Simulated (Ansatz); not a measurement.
**Geometry relaxation, with input and output: GaP (part 1 of 3)**

System: GaP (4 atoms in the cell).
Method: DFT PBEsol, scalar-relativistic, plane waves, PAW, spin-polarised (Ansatz 0.2.0).

The structure derives from an entry of the Crystallography Open Database. It belongs to a series of runs on one base structure; here: ladder chain of atoms. Figures and captions count atoms from 1; the log counts them from 0 in places.

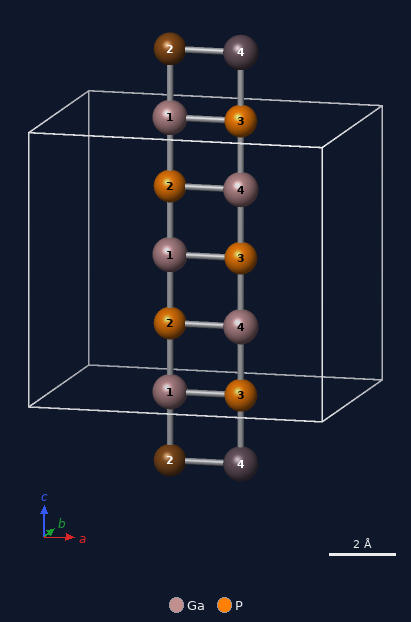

Fig. 1: The input geometry (ball-and-stick view of the 2 repeat of the cell, with the vacuum cut short, seen slightly off an axis; neighbours outside the cell are drawn fainter; atoms are numbered from 1 in the order of the input). Near neighbours in the crystal (not all of them lie inside the picture): Ga has 3 P at 2.12 to 2.23 Å; P has 3 Ga at 2.12 to 2.23 Å.

Input file:
```yaml
crystal:
  lattice:
    - [11.2, 0.0, 0.0]
    - [0.0, 9.3, 0.0]
    - [0.0, 0.0, 4.2388524166]
  atoms:
    - { symbol: Ga, position: [0.4006518965, 0.5, 0.0], spin: 0.5 }
    - { symbol: P, position: [0.4006518965, 0.5, 0.5], spin: 0.5 }
    - { symbol: P, position: [0.5993481035, 0.5, 0.0], spin: 0.5 }
    - { symbol: Ga, position: [0.5993481035, 0.5, 0.5], spin: 0.5 }
basis:
  ecutwfc: 420
kpoints:
  mp_grid: { grid: [1, 1, 15] }
hamiltonian:
  xc: pbesol
scf:
  occupations: { method: gaussian, width: 0.05 }
output:
  forces: true
  stress: true
  eigenvalues: true
  populations: true
  write_density: true
  write_potential: true
  elf: true
  volumetric_format: npy
magnetization:
  spin_polarized: true
relax:
  adjacent_minimum: "off"
  f_tol: 0.01
  max_steps: 45
  cell: { fix: [a, b, alpha, beta, gamma], stress_tol: 0.03 }
```

Run on 2 threads of AMD EPYC (Zen 5), 32 GiB of memory available, shared host.

Launch command:
```bash
ansatz run input.yaml --threads 2 --pin off --max-ram 5120MiB --backend cpu --events-out ev --progress --plain --runs-dir out
```

The program's output:
```
Engine: ansatz 0.2.0, x86_64-unknown-linux-gnu
Pseudopotentials: kind: paw
Pseudopotential: Ga, paw, valence charge 13, recommended cutoff 420 eV (normal), Ga.paw.azcp
Pseudopotential: P, paw, valence charge 5, recommended cutoff 420 eV (normal), P.paw.azcp
Functional definition: PBEsol
  exchange = pbesol_x
  correlation = pbesol_c
Crystal: 4 atoms, lattice volume = 441.519 Å³
Basis set: ecut = 420 eV, 8589 PW (Γ), exchange–correlation on 150×128×60 points (8 copies of the dense FFT grid, shifted against one another)
Bands: 23, of which v1, the nominal top of the filled ones, is band 18 counted from 1 (17 counted from 0)
Symmetry: 8 space group operations
Space group: Pmma (ITA 51), of the structure as read, at distance tolerance 7.6e-5 Å
Magnetic group: BNS 51.289 (UNI 387), of the structure as read, at distance tolerance 7.6e-5 Å
k-points: 8 of 15
Non-local potential: Ga, projectors of the file, l = 0: 2, l = 1: 2, l = 2: 3, l = 3: 1
Non-local potential: P, projectors of the file, l = 0: 2, l = 1: 2, l = 2: 2
PAW form: soft (Blöchl's): semilocal exchange-correlation on the pseudo side does not see the compensation charge
PAW frozen core: Ga, regenerated for the run's functional, and the local potential with it (the file was generated under x = pbe(κ = 0.804, μ = 0.2195149727645171), c = pbe(β = 0.06672455060314922))
PAW frozen core: P, regenerated for the run's functional, and the local potential with it (the file was generated under x = pbe(κ = 0.804, μ = 0.2195149727645171), c = pbe(β = 0.06672455060314922))
PAW one-centre angular grid: Ga, 590 points (default); XC on 64 Gauss nodes
PAW one-centre angular grid: P, 110 points (default); XC on 64 Gauss nodes
Initial density: superposition of atomic densities (neutral atoms: chi_scale 0, normalization atom)
Starting moments: Σ|m| = 2 μB on 4 of 4 sites
Initial wavefunctions: pseudopotential atomic-orbital guess
Functional: x = pbesol(κ = 0.804, μ = 0.12345679012345678), c = pbesol(β = 0.046)
SCF iter   1: F=—  HF=-8964.528480 eV  |F-HF|=—  |Δ(HF+E_count)|=         —  Δρ=2.08e-2 (↑1.98e-2 ↓2.08e-2)  dr2=5.46e0  dr2_m=1.09e0  M=0.000 μB ∫|m|=0.133 μB  β_m=0.30  ethr=3.10e-3  ⟨swp⟩=8.7  Hψ=2295  notcnv=0
preconditioner: auto → Resta (q_TF=auto, 1.797 Å⁻¹)  ε∞=1.6  [insulator: Δε(μ)=1.360 eV  Ē_g=13.551 eV  σ=0.050 eV  W_gap=1.00  n_scr=44 (ndim 8)  ℏωp=10.6 eV  f_vac=0.688  D(μ)=0.00/eV (n_scr^D=0)  ε∞_Penn≈1.6  vacuum switching on, ρ_ref=1.3e-2 e/Å³]
spin=Collinear: Resta preconditioning applied to the charge; magnetization (m = ρ↑ − ρ↓) channel mixes plain (no charge-response kernel on spin).
SCF iter   2: F=—  HF=-8963.207115 eV  |F-HF|=—  |Δ(HF+E_count)|=    1.32e0  Δρ=1.39e-2 (↑1.23e-2 ↓1.39e-2)  dr2=1.01e0  dr2_m=5.44e-1  M=0.000 μB ∫|m|=0.105 μB  β_m=0.30  ethr=3.10e-3  ⟨swp⟩=4.2  Hψ=954  notcnv=0  defer=16
SCF iter   3: F=—  HF=-8962.986871 eV  |F-HF|=—  |Δ(HF+E_count)|=   2.20e-1  Δρ=8.84e-3 (↑8.34e-3 ↓8.84e-3)  dr2=9.87e-2  dr2_m=2.70e-1  M=0.000 μB ∫|m|=0.086 μB  β_m=0.30  ethr=2.81e-3  ⟨swp⟩=3.1  Hψ=555  notcnv=0  defer=16
SCF iter   4: F=—  HF=-8962.994143 eV  |F-HF|=—  |Δ(HF+E_count)|=   7.27e-3  Δρ=5.79e-3 (↑5.77e-3 ↓5.79e-3)  dr2=4.33e-3  dr2_m=1.34e-1  M=0.000 μB ∫|m|=0.066 μB  β_m=0.30  ethr=2.74e-4  ⟨swp⟩=3.9  Hψ=818  notcnv=0  defer=16
SCF iter   5: F=—  HF=-8963.006283 eV  |F-HF|=—  |Δ(HF+E_count)|=   1.21e-2  Δρ=4.14e-3 (↑4.00e-3 ↓4.14e-3)  dr2=8.20e-4  dr2_m=6.68e-2  M=0.000 μB ∫|m|=0.053 μB  β_m=0.30  ethr=1.20e-5  ⟨swp⟩=2.9  Hψ=711  notcnv=0  defer=14
SCF iter   6: F=—  HF=-8963.012536 eV  |F-HF|=—  |Δ(HF+E_count)|=   6.25e-3  Δρ=2.95e-3 (↑2.80e-3 ↓2.95e-3)  dr2=1.97e-4  dr2_m=3.34e-2  M=0.000 μB ∫|m|=0.042 μB  β_m=0.30  ethr=2.28e-6  ⟨swp⟩=2.2  Hψ=539  notcnv=0  defer=14
Mixer restart at iter 6: flushing history
spin-set hold released at iteration 6 (site moments contracting): the magnetisation degrees of freedom join the quasi-Newton model from the next iteration; the mixer history was flushed
SCF iter   7: F=—  HF=-8963.015617 eV  |F-HF|=—  |Δ(HF+E_count)|=   3.08e-3  Δρ=2.08e-3 (↑1.99e-3 ↓2.08e-3)  dr2=7.85e-5  dr2_m=1.67e-2  M=0.000 μB ∫|m|=0.033 μB  β_m=0.65  ethr=5.47e-7  ⟨swp⟩=2.8  Hψ=572  notcnv=0  defer=14
SCF iter   8: F=—  HF=-8963.018866 eV  |F-HF|=—  |Δ(HF+E_count)|=   3.25e-3  Δρ=6.32e-5 (↑4.07e-5 ↓6.32e-5)  dr2=1.62e-5  dr2_m=1.02e-5  M=0.000 μB ∫|m|=0.007 μB  β_m=0.65  ethr=2.18e-7  ⟨swp⟩=3.0  Hψ=731  notcnv=0  defer=14
SCF iter   9: F=—  HF=-8963.018878 eV  |F-HF|=—  |Δ(HF+E_count)|=   1.15e-5  Δρ=3.41e-5 (↑3.41e-5 ↓2.39e-5)  dr2=3.20e-6  dr2_m=3.22e-6  M=0.000 μB ∫|m|=0.004 μB  β_m=0.68  ethr=4.50e-8  ⟨swp⟩=2.6  Hψ=683  notcnv=0  defer=14
SCF iter  10: F=—  HF=-8963.018883 eV  |F-HF|=—  |Δ(HF+E_count)|=   5.56e-6  Δρ=1.72e-5 (↑1.50e-5 ↓1.72e-5)  dr2=4.43e-7  dr2_m=1.03e-6  M=0.000 μB ∫|m|=0.002 μB  β_m=0.83  ethr=8.89e-9  ⟨swp⟩=2.7  Hψ=685  notcnv=0  defer=14
SCF iter  11: F=—  HF=-8963.018885 eV  |F-HF|=—  |Δ(HF+E_count)|=   2.29e-6  Δρ=7.95e-6 (↑4.84e-6 ↓7.95e-6)  dr2=1.14e-7  dr2_m=1.64e-7  M=0.000 μB ∫|m|=0.001 μB  β_m=0.78  ethr=2.78e-10  ⟨swp⟩=19.9  Hψ=3672  notcnv=0
SCF iter  12: F=—  HF=-8963.018886 eV  |F-HF|=—  |Δ(HF+E_count)|=   4.09e-7  Δρ=1.60e-6 (↑1.60e-6 ↓1.48e-6)  dr2=4.69e-9  dr2_m=8.89e-9  M=0.000 μB ∫|m|=0.000 μB  β_m=0.73  ethr=2.78e-10  ⟨swp⟩=11.1  Hψ=2813  notcnv=0
SCF iter  13: F=—  HF=-8963.018886 eV  |F-HF|=—  |Δ(HF+E_count)|=   2.29e-8  Δρ=3.40e-7 (↑3.40e-7 ↓2.47e-7)  dr2=4.45e-10  dr2_m=2.10e-10  M=0.000 μB ∫|m|=0.000 μB  β_m=0.60  ethr=1.30e-11  ⟨swp⟩=9.6  Hψ=2530  notcnv=0
SCF iter  14: F=-8963.018886 eV  HF=-8963.018886 eV  |F-HF|=3.46e-11  |Δ(HF+E_count)|=  1.78e-10  Δρ=6.57e-8 (↑6.57e-8 ↓5.55e-8)  dr2=5.13e-12  dr2_m=1.39e-11  M=0.000 μB ∫|m|=0.000 μB  ethr=1.24e-12  ⟨swp⟩=7.8  Hψ=2178  notcnv=0
WARN: the starting moments were not kept: the SCF closed with an absolute magnetisation of 7.3e-6 μB, where they sum to 2 μB in size (4 sites). That is at most 0.1 of that sum. Measured as dr2_m measures the in/out step, that magnetisation stands 2.9e-12 eV from none, at or under the dr2_threshold of 1.0e-7 eV: it is no larger than a step whose dr2_m would equal this threshold. The system may hold no moment; this SCF shows only that its start led to no more than that. To try another start: raise the starting moments (crystal.atoms[].spin, magnetization.per_species, magnetization.initial_magnetization, or on a non-collinear deck that types none of these the spinor_matrix: blocks that start its atoms; where the total moment is fixed, keep their sum and leave initial_magnetization as it is; typed ones take the place of any that the run laid by itself, positive ones on a crystal's lanthanoids without a Hubbard term where scf.initial_density.shell_occupations: [] is typed) or, if the notice of its spin-set hold's release reads "site moments contracting" or "site moments show no strong build", lengthen the hold (scf.mixing.spin_hold: { on: { confirm: 4 } }; for m-r²SCAN on two components see the key's manual first). Each may lead to a state that holds a moment. A second SCF, from the converged charge density, with the starting moments and any scf.initial_density.shell_occupations laid on it anew, would have followed, and was not run: the deck does not ask for one (magnetization.retry_lost_moments is false, the default). To let it run, set magnetization.retry_lost_moments: true and run the deck again, where that key's refused combinations let it; where memory then withholds it, that run's warning says so.
SCF 1 converged in 14 iterations: F = -8963.018886 eV  dr2 = 5.13e-12
  greatest PAW one-centre occupation: 0.995 electrons in one spin orbital (limit 2), on the Ga atom at site 3 (counted from 0), in its partial waves of l = 2
relax step   1: F+E_penalty+E_count = -8963.01888589 eV  Δ(F+E_penalty+E_count) = +0.000e0 eV  max|allowed force component| = 1.665e0 eV/Å  Δτ_max = 0.0000 Å  P = +2.684 GPa  Ω = 441.519 Å³  fix = [a, b, alpha, beta, gamma]  reactions: a +2.096, b +0.014 GPa  (14 SCF iters, accepted)
Crystal: 4 atoms, lattice volume = 458.950 Å³
Basis set: ecut = 420 eV, 8965 PW (Γ), exchange–correlation on 150×128×60 points (8 copies of the dense FFT grid, shifted against one another)
Initial density: handed on by an earlier stage of this run
Starting moments: Σ|m| = 2 μB on 4 of 4 sites; this step starts from the density that it was given
Initial wavefunctions: those handed on with the density
iter 1 solved again at ethr=2.87e-4 eV; its pass at ethr=3.10e-3 eV (dr2=1.03e-1 eV) is discarded
SCF iter   1: F=—  HF=-8963.642845 eV  |F-HF|=—  |Δ(HF+E_count)|=         —  Δρ=2.07e-3 (↑1.98e-3 ↓2.07e-3)  dr2=1.08e-1  dr2_m=2.76e-3  M=-0.000 μB ∫|m|=0.030 μB  β_m=0.30  ethr=2.87e-4  ⟨swp⟩=1.9  Hψ=2263  notcnv=0
preconditioner: auto → Resta (q_TF=auto, 1.785 Å⁻¹)  ε∞=1.6  [insulator: Δε(μ)=0.270 eV  Ē_g=13.367 eV  σ=0.050 eV  W_gap=1.00  n_scr=44 (ndim 8)  ℏωp=10.4 eV  f_vac=0.724  D(μ)=0.00/eV (n_scr^D=0)  ε∞_Penn≈1.6  vacuum switching on, ρ_ref=1.3e-2 e/Å³]
spin=Collinear: Resta preconditioning applied to the charge; magnetization (m = ρ↑ − ρ↓) channel mixes plain (no charge-response kernel on spin).
SCF iter   2: F=—  HF=-8963.617184 eV  |F-HF|=—  |Δ(HF+E_count)|=   2.57e-2  Δρ=1.21e-3 (↑1.19e-3 ↓1.21e-3)  dr2=2.30e-2  dr2_m=1.40e-3  M=-0.000 μB ∫|m|=0.023 μB  β_m=0.43  ethr=2.87e-4  ⟨swp⟩=2.9  Hψ=549  notcnv=0
SCF iter   3: F=—  HF=-8963.610631 eV  |F-HF|=—  |Δ(HF+E_count)|=   6.55e-3  Δρ=4.33e-4 (↑4.33e-4 ↓4.00e-4)  dr2=1.66e-3  dr2_m=2.49e-4  M=-0.000 μB ∫|m|=0.012 μB  β_m=0.56  ethr=6.39e-5  ⟨swp⟩=2.0  Hψ=551  notcnv=0
SCF iter   4: F=—  HF=-8963.610479 eV  |F-HF|=—  |Δ(HF+E_count)|=   1.52e-4  Δρ=8.86e-5 (↑8.22e-5 ↓8.86e-5)  dr2=5.92e-5  dr2_m=1.14e-5  M=0.000 μB ∫|m|=0.004 μB  β_m=0.49  ethr=4.61e-6  ⟨swp⟩=2.0  Hψ=653  notcnv=0
SCF iter   5: F=—  HF=-8963.610435 eV  |F-HF|=—  |Δ(HF+E_count)|=   4.48e-5  Δρ=4.81e-5 (↑4.81e-5 ↓3.85e-5)  dr2=9.47e-6  dr2_m=5.10e-6  M=0.000 μB ∫|m|=0.003 μB  β_m=0.70  ethr=1.64e-7  ⟨swp⟩=2.0  Hψ=650  notcnv=0
SCF iter   6: F=—  HF=-8963.610451 eV  |F-HF|=—  |Δ(HF+E_count)|=   1.68e-5  Δρ=1.23e-5 (↑7.06e-6 ↓1.23e-5)  dr2=7.35e-7  dr2_m=2.37e-7  M=0.000 μB ∫|m|=0.001 μB  β_m=0.64  ethr=2.63e-8  ⟨swp⟩=2.1  Hψ=657  notcnv=0
iter 7 did not close the SCF: its close was put off for a magnetic moment that had not settled (scf_convergence_deferred on its scf_iter line)
SCF iter   7: F=-8963.610451 eV  HF=-8963.610451 eV  |F-HF|=2.90e-8  |Δ(HF+E_count)|=   1.64e-7  Δρ=4.70e-6 (↑4.70e-6 ↓4.07e-6)  dr2=5.38e-8  dr2_m=7.07e-8  M=0.000 μB ∫|m|=0.000 μB  β_m=0.77  ethr=1.11e-9  ⟨swp⟩=14.6  Hψ=3248  notcnv=0
iter 8 did not close the SCF: its close was put off for a magnetic moment that had not settled (scf_convergence_deferred on its scf_iter line)
SCF iter   8: F=-8963.610451 eV  HF=-8963.610451 eV  |F-HF|=8.20e-9  |Δ(HF+E_count)|=   1.12e-7  Δρ=1.26e-6 (↑1.06e-6 ↓1.26e-6)  dr2=1.64e-9  dr2_m=5.25e-9  M=0.000 μB ∫|m|=0.000 μB  β_m=0.85  ethr=1.49e-10  ⟨swp⟩=7.8  Hψ=2685  notcnv=0
iter 9 did not close the SCF: its close was put off for a magnetic moment that had not settled (scf_convergence_deferred on its scf_iter line)
SCF iter   9: F=-8963.610451 eV  HF=-8963.610451 eV  |F-HF|=1.91e-10  |Δ(HF+E_count)|=   1.23e-8  Δρ=2.56e-7 (↑2.44e-7 ↓2.56e-7)  dr2=4.59e-11  dr2_m=2.49e-10  M=0.000 μB ∫|m|=0.000 μB  β_m=0.92  ethr=4.56e-12  ⟨swp⟩=6.1  Hψ=2285  notcnv=0
SCF iter  10: F=-8963.610451 eV  HF=-8963.610451 eV  |F-HF|=0.00e0  |Δ(HF+E_count)|=  5.46e-10  Δρ=3.02e-8 (↑3.02e-8 ↓2.98e-8)  dr2=2.10e-12  dr2_m=3.31e-12  M=0.000 μB ∫|m|=0.000 μB  ethr=1.00e-12  ⟨swp⟩=6.0  Hψ=2135  notcnv=0
the starting moments were not kept: the SCF closed with an absolute magnetisation of 4.0e-6 μB, where they sum to 2 μB in size (4 sites). That is at most 0.1 of that sum. Measured as dr2_m measures the in/out step, that magnetisation stands 8.7e-13 eV from none, at or under the dr2_threshold of 4.0e-7 eV: it is no larger than a step whose dr2_m would equal this threshold.
SCF 2 converged in 10 iterations: F = -8963.610451 eV  dr2 = 2.10e-12
[... from here on the iterations of each SCF are left out, up to the last one ...]
```
